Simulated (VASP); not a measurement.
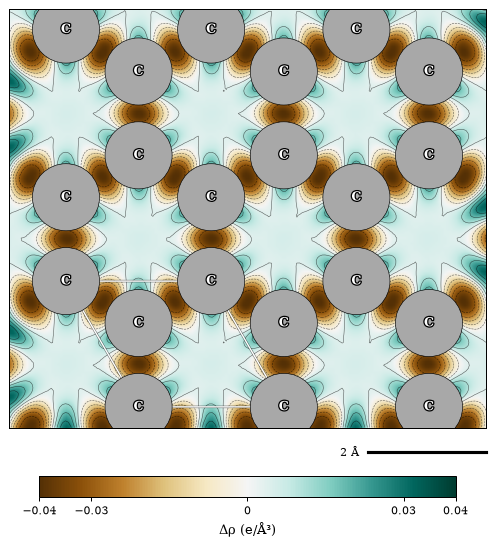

C. Difference of the valence pseudo-densities of two functionals at the same geometry, on the (001) plane of the calculation cell: PBE less SCAN.

Both computed with VASP (plane waves, PAW), on the same k-point mesh. Grey discs cover the atomic cores.

Question: Where does the change of functional move the electrons?

Answer: Against SCAN, PBE gives less density around C (−0.007 e/Å³ on average at 0.8 Å from the nucleus) and a change of −0.040 e/Å³ at the midpoint of C–C.
